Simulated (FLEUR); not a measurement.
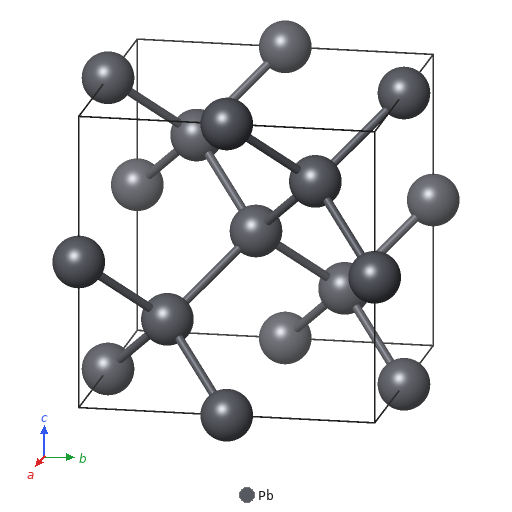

System: Pb, space group Fd-3m (No. 227). The picture shows the conventional cell.

Structure:
```
Pb
1.0
     0.00000    3.43900    3.43900
     3.43900    0.00000    3.43900
     3.43900    3.43900    0.00000
Pb
2
Direct
  0.25000 0.25000 0.25000
  0.00000 0.00000 0.00000
```

How it was computed, with FLEUR MaX-R8.1 (later development tree): all-electron LAPW DFT, no spin polarisation; energies at scaled volumes of the given cell, shape and fractions fixed, counted from the fit's minimum, third-order Birch-Murnaghan fit. Level: SCAN.

k mesh 7×7×7; occupations Fermi–Dirac; smearing width 0.05 eV; potentials all electron; program settings basis FLAPW, kmax 4.1 1/bohr.

Predict the energy against volume. The volume takes the values 38.23, 39.05, 40.67, 42.30, 43.11 Å³/atom.

A third-order Birch–Murnaghan fit gives V0 = 41.05 Å³/atom, B0 = 31.1 GPa. The energy is 22.58 meV/atom at volume 38.23 Å³/atom and 8.83 meV/atom at 43.11 Å³/atom; the lowest computed point is at volume 40.67 Å³/atom (0.32 meV/atom).

```json
{"volume (Å³/atom)": "38.23", "energy (meV/atom)": "22.58"}
{"volume (Å³/atom)": "39.05", "energy (meV/atom)": "10.86"}
{"volume (Å³/atom)": "40.67", "energy (meV/atom)": "0.32"}
{"volume (Å³/atom)": "42.30", "energy (meV/atom)": "3.43"}
{"volume (Å³/atom)": "43.11", "energy (meV/atom)": "8.83"}
```

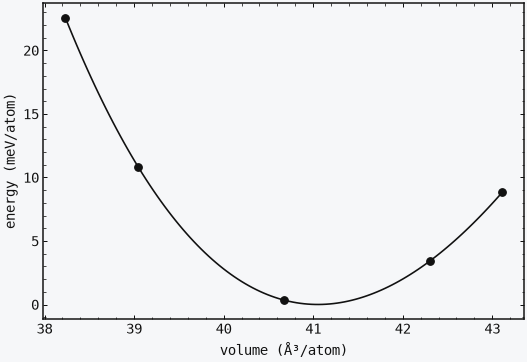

Limits of the calculation: spin-orbit coupling left out, heavy elements.
